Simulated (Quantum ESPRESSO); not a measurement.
**Band-structure run of Re (part 2 of 2)**

Re (P6₃/mmc, 2 atoms in the cell); Kohn-Sham DFT of a periodic cell, PBE, PseudoDojo 0.4.1 SR PBE standard, no spin polarisation (Quantum ESPRESSO 7.5); cutoff 979.61 eV, 11×11×6 k-mesh, fermi-dirac of 0.05 eV. The structure derives from an entry of the Crystallography Open Database.

Geometry of the input (Å; fractional positions):
```
2.7608  0.0000  0.0000
-1.3804  2.3909  0.0000
0.0000  0.0000  4.4582
Re 0.6667  0.3333  0.7500
Re 0.3333  0.6667  0.2500
```

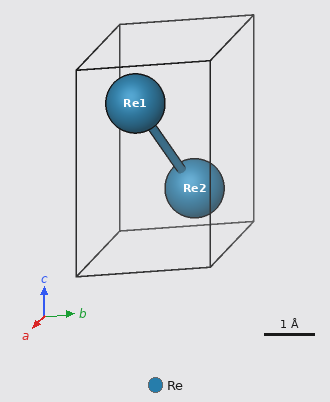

The input geometry (ball-and-stick view of the cell of the calculation, seen at an oblique angle; atoms are numbered from 1 in the order of the input). An atom can appear more than once, as a periodic image.

## The program's output, continued
```
          k = 0.0000 0.3219 0.3165 (  2035 PWs)   bands (ev):

   -55.6674 -55.6147 -17.8600 -17.4468 -17.2991 -17.1641 -17.1010 -17.0555
    16.6336  18.5615  20.6616  21.4782  21.8296  22.9708  23.1563  23.7963
    25.5139  25.8082  27.4523  28.5239  37.2675  39.1896

          k = 0.0000 0.3219-0.4748 (  2024 PWs)   bands (ev):

   -55.6411 -55.6411 -17.6534 -17.6534 -17.2029 -17.2029 -17.1100 -17.1100
    17.7129  17.7129  20.8503  20.8503  22.2874  22.2874  23.3738  23.3738
    26.5719  26.5719  27.1289  27.1289  38.7887  38.7887

          k = 0.0000 0.4829 0.0000 (  2062 PWs)   bands (ev):

   -55.6633 -55.5774 -17.9321 -17.6559 -17.4807 -17.2939 -17.0579 -17.0436
    16.8078  18.9435  20.5000  21.2188  22.4022  22.9646  23.4078  25.1170
    25.1716  25.8271  28.3285  33.2976  33.4646  38.4767

          k = 0.0000 0.4829 0.1583 (  2053 PWs)   bands (ev):

   -55.6576 -55.5831 -17.9319 -17.6028 -17.5190 -17.2774 -17.0742 -17.0607
    16.9684  19.0619  20.3050  21.2480  22.0806  23.1055  23.4379  25.2626
    25.3906  25.6644  28.1227  31.2924  35.0553  39.0074

          k = 0.0000 0.4829 0.3165 (  2039 PWs)   bands (ev):

   -55.6419 -55.5989 -17.8959 -17.6724 -17.4227 -17.2322 -17.1395 -17.1071
    17.4467  18.9977  20.0517  21.1394  21.9933  23.0928  23.5116  24.8322
    26.0000  26.1804  27.5396  29.2992  36.3784  40.1829

          k = 0.0000 0.4829-0.4748 (  2030 PWs)   bands (ev):

   -55.6205 -55.6205 -17.8021 -17.8021 -17.2638 -17.2638 -17.1699 -17.1699
    18.2018  18.2018  20.5741  20.5741  22.4802  22.4802  24.1272  24.1272
    26.7470  26.7470  27.5248  27.5248  38.3416  38.3416

          k = 0.0000 0.6439 0.0000 (  2038 PWs)   bands (ev):

   -55.6328 -55.5700 -17.8867 -17.7836 -17.6986 -17.3612 -17.1466 -17.0846
    17.8143  18.6073  19.5047  21.6630  22.5123  23.0243  23.0291  26.7829
    26.9011  27.2865  28.4922  33.2428  35.2300  35.4132

          k = 0.0000 0.6439 0.1583 (  2056 PWs)   bands (ev):

   -55.6286 -55.5742 -17.9714 -17.7698 -17.6274 -17.3430 -17.1443 -17.1035
    17.6895  18.7008  19.8300  21.0076  22.7509  22.9163  23.6644  26.7822
    26.8730  26.9472  28.2959  32.0003  34.4629  37.3144

          k = 0.0000 0.6439 0.3165 (  2052 PWs)   bands (ev):

   -55.6171 -55.5857 -18.0173 -17.8814 -17.4360 -17.2932 -17.1728 -17.1549
    17.6981  18.6676  19.9089  20.7126  23.0618  23.4414  24.0830  25.7491
    27.0597  27.1443  27.9186  29.8133  35.2384  38.0755

          k = 0.0000 0.6439-0.4748 (  2044 PWs)   bands (ev):

   -55.6014 -55.6014 -17.9810 -17.9810 -17.2713 -17.2713 -17.2244 -17.2244
    18.0957  18.0957  20.3196  20.3196  23.7229  23.7229  24.4999  24.4999
    27.5098  27.5098  28.0175  28.0175  36.8091  36.8091

          k = 0.0000 0.8048 0.0000 (  2048 PWs)   bands (ev):

   -55.6119 -55.5683 -18.0224 -17.8242 -17.6662 -17.4002 -17.2284 -17.1094
    18.1822  18.3468  18.9900  22.2701  22.2932  22.8226  23.5318  27.9847
    28.4888  28.5603  29.2698  32.2838  33.9427  36.4195

          k = 0.0000 0.8048 0.1583 (  2045 PWs)   bands (ev):

   -55.6089 -55.5712 -18.0713 -17.8850 -17.5708 -17.3812 -17.2091 -17.1293
    17.8165  18.3510  19.7487  20.9169  22.5387  23.4157  24.3092  27.6126
    28.0920  28.5952  28.9586  31.5319  33.9030  36.0392

          k = 0.0000 0.8048 0.3165 (  2045 PWs)   bands (ev):

   -55.6010 -55.5792 -18.1186 -18.0029 -17.4025 -17.3288 -17.2022 -17.1834
    17.6128  18.3943  19.9074  20.4060  23.3243  23.6921  25.4918  26.1029
    28.1828  28.3183  28.4910  30.0527  34.1995  35.4602

          k = 0.0000 0.8048-0.4748 (  2060 PWs)   bands (ev):

   -55.5901 -55.5901 -18.0951 -18.0951 -17.2655 -17.2655 -17.2565 -17.2565
    17.9135  17.9135  20.1080  20.1080  24.5598  24.5598  24.9007  24.9007
    28.3368  28.3368  28.7581  28.7581  34.8039  34.8039

          k = 0.1394 0.2414 0.0000 (  2045 PWs)   bands (ev):

   -55.7006 -55.5910 -18.0927 -17.3256 -17.2432 -17.1318 -17.0017 -16.9773
    15.2764  18.4130  21.3793  22.3991  22.8233  23.4013  23.5347  23.5455
    24.2672  24.3760  27.8930  30.4831  33.9919  39.5922

          k = 0.1394 0.2414 0.1583 (  2033 PWs)   bands (ev):

   -55.6933 -55.5984 -18.0314 -17.3050 -17.2568 -17.1640 -17.0156 -17.0069
    15.5739  18.4620  21.4529  21.6717  22.6013  23.1193  23.3353  23.9116
    24.6470  24.6920  27.8155  29.5875  35.3672  39.0265

          k = 0.1394 0.2414 0.3165 (  2028 PWs)   bands (ev):

   -55.6734 -55.6186 -17.8623 -17.3954 -17.2488 -17.1625 -17.0726 -17.0528
    16.3999  18.3440  20.9012  21.5868  21.8703  22.9255  23.0781  23.5539
    25.5138  25.7931  27.4046  28.3373  37.5172  38.7029

          k = 0.1394 0.2414-0.4748 (  2026 PWs)   bands (ev):

   -55.6460 -55.6460 -17.6282 -17.6282 -17.1750 -17.1750 -17.0976 -17.0976
    17.5145  17.5145  20.9794  20.9794  22.2931  22.2931  23.1966  23.1966
    26.5560  26.5560  27.0781  27.0781  38.6590  38.6590

          k = 0.1394 0.4024 0.0000 (  2050 PWs)   bands (ev):

   -55.6744 -55.5810 -17.9819 -17.5322 -17.4286 -17.2401 -17.0543 -17.0313
    16.4007  19.1373  20.8373  21.0371  22.4317  22.7717  23.9100  24.2452
    24.7788  25.6145  28.1042  32.6279  33.6533  39.6918

          k = 0.1394 0.4024 0.1583 (  2051 PWs)   bands (ev):

   -55.6682 -55.5873 -17.9526 -17.5023 -17.4503 -17.2494 -17.0733 -17.0440
    16.6280  19.2518  20.6074  20.9493  22.2196  22.9086  23.5221  24.4668
    25.1748  25.5703  27.9522  30.9942  35.2358  39.8402

          k = 0.1394 0.4024 0.3165 (  2043 PWs)   bands (ev):

   -55.6512 -55.6045 -17.8657 -17.5829 -17.3755 -17.2381 -17.1220 -17.0945
    17.2728  19.1646  20.1558  21.1460  21.7227  22.7225  23.4516  24.3790
    25.8277  26.1437  27.4315  29.1644  36.9003  40.0415

          k = 0.1394 0.4024-0.4748 (  2032 PWs)   bands (ev):

   -55.6278 -55.6278 -17.7317 -17.7317 -17.2584 -17.2584 -17.1508 -17.1508
    18.2175  18.2175  20.6678  20.6678  22.0337  22.0337  23.9054  23.9054
    26.6275  26.6275  27.4973  27.4973  38.7717  38.7717

          k = 0.1394 0.5634 0.0000 (  2052 PWs)   bands (ev):

   -55.6438 -55.5721 -17.8398 -17.7704 -17.6217 -17.3450 -17.1111 -17.1069
    17.6231  19.0731  19.9118  21.0971  22.3574  22.6310  23.3869  25.4064
    26.3266  27.2350  28.2662  33.3479  34.7442  36.7674

          k = 0.1394 0.5634 0.1583 (  2045 PWs)   bands (ev):

   -55.6390 -55.5769 -17.9152 -17.7042 -17.5997 -17.3398 -17.1385 -17.0968
    17.6572  19.2121  19.8748  21.0386  22.1671  22.9296  23.3000  25.4145
    26.5654  26.8643  28.1939  31.9871  34.9576  38.0644

          k = 0.1394 0.5634 0.3165 (  2053 PWs)   bands (ev):

   -55.6259 -55.5901 -17.9431 -17.7924 -17.4400 -17.3057 -17.1894 -17.1224
    17.8713  19.0815  19.9225  21.0583  22.1334  22.9449  23.5210  25.1959
    26.6245  27.0471  27.9244  29.8299  35.9626  39.3715

          k = 0.1394 0.5634-0.4748 (  2052 PWs)   bands (ev):

   -55.6080 -55.6080 -17.8939 -17.8939 -17.3096 -17.3096 -17.1927 -17.1927
    18.3823  18.3823  20.5693  20.5693  22.5234  22.5234  24.3020  24.3020
    27.4126  27.4126  27.9509  27.9509  37.8083  37.8083

          k = 0.1394 0.7243 0.0000 (  2055 PWs)   bands (ev):

   -55.6173 -55.5683 -17.9520 -17.7668 -17.6990 -17.4195 -17.2041 -17.1467
    18.3549  18.6886  19.1906  21.7349  22.1664  22.9284  23.3484  26.9833
    27.6487  28.3479  29.0013  33.6288  33.7616  36.2324

          k = 0.1394 0.7243 0.1583 (  2051 PWs)   bands (ev):

   -55.6140 -55.5716 -18.0081 -17.8318 -17.5928 -17.3994 -17.2064 -17.1460
    18.0258  18.7746  19.7909  20.8807  22.3345  23.3881  23.6058  26.8004
    27.5732  27.8762  29.1113  32.4163  33.8486  36.8132

          k = 0.1394 0.7243 0.3165 (  2052 PWs)   bands (ev):

   -55.6051 -55.5806 -18.0578 -17.9447 -17.4483 -17.3297 -17.2474 -17.1494
    17.8816  18.7730  19.9031  20.7279  22.4961  23.7884  24.2423  25.7727
    27.1960  28.3952  28.8626  30.3815  34.6181  36.7673

          k = 0.1394 0.7243-0.4748 (  2058 PWs)   bands (ev):

   -55.5928 -55.5928 -18.0346 -18.0346 -17.3461 -17.3461 -17.2062 -17.2062
    18.2070  18.2070  20.3379  20.3379  23.4324  23.4324  24.7649  24.7649
    27.9327  27.9327  29.0933  29.0933  35.7955  35.7955

          k = 0.1394 0.8853 0.0000 (  2055 PWs)   bands (ev):

   -55.6057 -55.5686 -18.0192 -17.8206 -17.6284 -17.4462 -17.2568 -17.1616
    18.4721  18.5857  18.9433  22.1324  22.1775  22.7326  23.6305  28.0991
    28.1128  28.3705  30.4115  31.5678  34.5545  34.9711

          k = 0.1394 0.8853 0.1583 (  2059 PWs)   bands (ev):

   -55.6032 -55.5711 -18.0627 -17.8816 -17.5601 -17.4115 -17.2474 -17.1648
    18.0207  18.5893  19.8384  20.8702  22.1708  23.7012  24.0065  27.4712
    28.0468  28.3338  30.0256  31.3795  34.4268  35.3989

          k = 0.1394 0.8853 0.3165 (  2053 PWs)   bands (ev):

   -55.5964 -55.5779 -18.1089 -17.9995 -17.4536 -17.3108 -17.2831 -17.1628
    17.8073  18.6447  19.9419  20.5774  22.4019  24.3251  24.7082  26.0741
    27.9387  28.5450  29.3316  30.8133  34.3389  34.9218

          k = 0.1394 0.8853-0.4748 (  2056 PWs)   bands (ev):

   -55.5871 -55.5871 -18.0888 -18.0888 -17.3611 -17.3611 -17.2072 -17.2072
    18.1148  18.1148  20.2309  20.2309  23.5989  23.5989  25.3386  25.3386
    27.9928  27.9928  29.9749  29.9749  34.5061  34.5061

          k = 0.2788 0.4829 0.0000 (  2045 PWs)   bands (ev):

   -55.6478 -55.5730 -17.8594 -17.6559 -17.6502 -17.3192 -17.1506 -17.0991
    17.6034  19.8122  20.1441  20.2604  22.1381  22.4923  23.6330  24.7528
    26.2720  27.2506  28.0642  33.4493  34.6623  37.6297

          k = 0.2788 0.4829 0.1583 (  2052 PWs)   bands (ev):

   -55.6428 -55.5780 -17.8933 -17.6736 -17.5663 -17.3443 -17.1662 -17.0905
    17.7214  19.7630  20.1524  20.3509  22.1171  22.5854  23.2537  24.8774
    26.6013  26.8175  28.1115  32.0595  35.2557  38.3614

          k = 0.2788 0.4829 0.3165 (  2053 PWs)   bands (ev):

   -55.6291 -55.5917 -17.9025 -17.7513 -17.4137 -17.3544 -17.2002 -17.1118
    18.0787  19.3170  20.4324  20.6509  21.8467  22.3590  23.2031  24.9421
    26.5865  27.1387  27.9633  29.9284  36.4882  39.1312

          k = 0.2788 0.4829-0.4748 (  2060 PWs)   bands (ev):

   -55.6105 -55.6105 -17.8469 -17.8469 -17.3374 -17.3374 -17.1826 -17.1826
    18.6531  18.6531  20.8295  20.8295  21.7148  21.7148  24.0793  24.0793
    27.5536  27.5536  27.9741  27.9741  38.3785  38.3785

          k = 0.2788 0.6439 0.0000 (  2065 PWs)   bands (ev):

   -55.6204 -55.5684 -17.8394 -17.7347 -17.7180 -17.4384 -17.2359 -17.1901
    18.7189  19.4202  19.5517  20.7010  21.8809  23.0682  23.1054  25.6863
    27.5420  28.0236  29.0423  33.5849  34.8287  35.6172

          k = 0.2788 0.6439 0.1583 (  2052 PWs)   bands (ev):

   -55.6169 -55.5719 -17.9072 -17.8086 -17.5721 -17.4532 -17.2581 -17.1542
    18.5671  19.4772  19.7267  20.7356  22.0617  22.7689  23.1318  25.7081
    27.1970  27.9277  29.3061  33.0521  34.0562  36.1740

          k = 0.2788 0.6439 0.3165 (  2051 PWs)   bands (ev):

   -55.6074 -55.5814 -17.9686 -17.8854 -17.4860 -17.4036 -17.2690 -17.1342
    18.4986  19.1980  20.1292  21.2157  21.8679  22.4157  23.3895  25.2405
    26.8322  28.5459  29.3750  30.7635  35.2150  37.2543

          k = 0.2788 0.6439-0.4748 (  2058 PWs)   bands (ev):

   -55.5944 -55.5944 -17.9560 -17.9560 -17.4306 -17.4306 -17.1852 -17.1852
    18.7377  18.7377  20.8174  20.8174  22.1393  22.1393  24.0420  24.0420
    28.1618  28.1618  29.3884  29.3884  36.8226  36.8226

          k = 0.2788 0.8048 0.0000 (  2052 PWs)   bands (ev):

   -55.6006 -55.5692 -17.9460 -17.7628 -17.5974 -17.5351 -17.2828 -17.2805
    19.0218  19.1814  19.2486  21.4403  21.9113  22.6284  23.7007  26.9272
    27.9756  27.9957  30.4313  31.8870  33.6895  35.5363

          k = 0.2788 0.8048 0.1583 (  2052 PWs)   bands (ev):

   -55.5985 -55.5713 -17.9824 -17.8299 -17.6019 -17.4441 -17.3293 -17.2121
    18.5534  19.3936  19.8945  20.7458  21.8891  23.0063  23.8138  26.8241
    27.2013  28.2840  30.5037  31.8660  34.4278  35.0966

          k = 0.2788 0.8048 0.3165 (  2064 PWs)   bands (ev):

   -55.5928 -55.5770 -18.0304 -17.9419 -17.5662 -17.4124 -17.2794 -17.1593
    18.4036  19.3769  20.0083  21.1536  21.4276  23.1797  24.2183  25.5208
    27.2424  28.5198  30.6899  31.6466  34.4386  35.6326

          k = 0.2788 0.8048-0.4748 (  2052 PWs)   bands (ev):

   -55.5849 -55.5849 -18.0204 -18.0204 -17.4919 -17.4919 -17.1799 -17.1799
    18.7071  18.7071  20.6359  20.6359  22.4349  22.4349  24.6619  24.6619
    27.9340  27.9340  31.1521  31.1521  35.0065  35.0065

          k = 0.4182 0.7243 0.0000 (  2051 PWs)   bands (ev):

   -55.5986 -55.5695 -17.8716 -17.7562 -17.5852 -17.5565 -17.3741 -17.2901
    19.0832  19.5515  20.1956  20.4955  21.7782  22.6045  23.6918  26.2833
    27.8159  27.9108  30.4373  31.8534  33.3122  36.1075

          k = 0.4182 0.7243 0.1583 (  2059 PWs)   bands (ev):

   -55.5967 -55.5715 -17.8788 -17.8536 -17.6079 -17.4879 -17.3717 -17.2286
    19.1195  19.4644  20.3635  20.4013  22.1120  22.2352  23.6369  26.3207
    26.9874  28.2700  30.6489  32.0475  34.1178  35.1683

          k = 0.4182 0.7243 0.3165 (  2052 PWs)   bands (ev):

   -55.5913 -55.5768 -17.9471 -17.9225 -17.6256 -17.4947 -17.2667 -17.1615
    19.1479  19.2432  20.4807  20.9380  21.6386  22.3364  23.6256  25.2037
    27.0845  28.5274  31.0285  32.3011  34.4092  35.5063

          k = 0.4182 0.7243-0.4748 (  2050 PWs)   bands (ev):

   -55.5841 -55.5841 -17.9664 -17.9664 -17.5682 -17.5682 -17.1718 -17.1718
    19.1406  19.1406  20.8468  20.8468  21.9540  21.9540  24.0453  24.0453
    27.9765  27.9765  31.6285  31.6285  35.4847  35.4847

          k = 0.4182 0.8853 0.0000 (  2059 PWs)   bands (ev):

   -55.5865 -55.5739 -17.8837 -17.6941 -17.6606 -17.4947 -17.4356 -17.3683
    18.9613  19.8782  20.0175  20.9519  21.9091  22.2478  24.0445  26.9702
    27.5650  27.7376  30.7117  30.8523  32.6159  37.9153

          k = 0.4182 0.8853 0.1583 (  2054 PWs)   bands (ev):

   -55.5856 -55.5748 -17.8914 -17.7743 -17.7286 -17.4726 -17.3798 -17.2845
    19.0537  19.9188  20.0641  20.6729  21.9267  22.2766  24.0134  26.8016
    27.0872  27.7654  31.0445  31.1075  33.5888  37.4004

          k = 0.4182 0.8853 0.3165 (  2060 PWs)   bands (ev):

   -55.5833 -55.5771 -17.9398 -17.8926 -17.7168 -17.5446 -17.2384 -17.1872
    19.1692  19.8241  20.2735  20.5223  21.8915  22.2400  24.0210  25.2803
    27.3403  27.8504  31.9485  32.1944  34.9808  36.1416

          k = 0.4182 0.8853-0.4748 (  2054 PWs)   bands (ev):

   -55.5802 -55.5802 -17.9546 -17.9546 -17.6359 -17.6359 -17.1662 -17.1662
    19.3824  19.3824  20.6236  20.6236  21.9857  21.9857  24.3102  24.3102
    27.6273  27.6273  33.0884  33.0884  34.6760  34.6760

     the Fermi energy is    24.1720 ev

!    total energy              =    -347.17542682 Ry
     estimated scf accuracy    <          2.6E-10 Ry
     smearing contrib. (-TS)   =      -0.00101734 Ry
     internal energy E=F+TS    =    -347.17440948 Ry

     The total energy is F=E-TS. E is the sum of the following terms:
     one-electron contribution =     -35.14864274 Ry
     hartree contribution      =      37.91723536 Ry
     xc contribution           =     -69.28143156 Ry
     ewald contribution        =    -280.66157054 Ry

     convergence has been achieved in   8 iterations

     Forces acting on atoms (cartesian axes, Ry/au):

     atom    1 type  1   force =     0.00000000    0.00000000    0.00000000
     atom    2 type  1   force =    -0.00000000   -0.00000000    0.00000000

     Total force =     0.000000     Total SCF correction =     0.000000

     Computing stress (Cartesian axis) and pressure

          total   stress  (Ry/bohr**3)                   (kbar)     P=       58.29
   0.00038636   0.00000000   0.00000000           56.83        0.00        0.00
   0.00000000   0.00038636   0.00000000            0.00       56.83        0.00
   0.00000000   0.00000000   0.00041599            0.00        0.00       61.19

=------------------------------------------------------------------------------=
   JOB DONE.
=------------------------------------------------------------------------------=
```

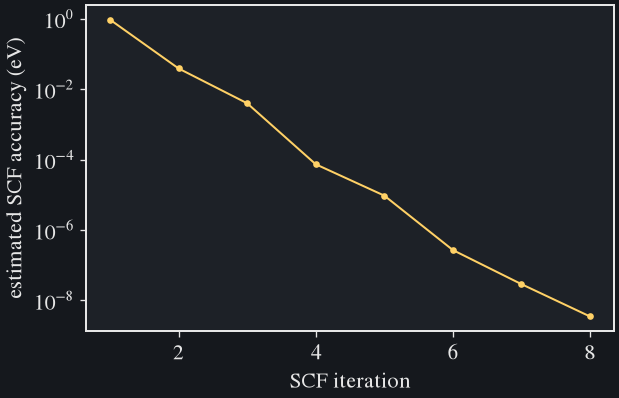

Convergence of the self-consistent field: estimated SCF accuracy against the iteration. The field takes 8 iterations in all.
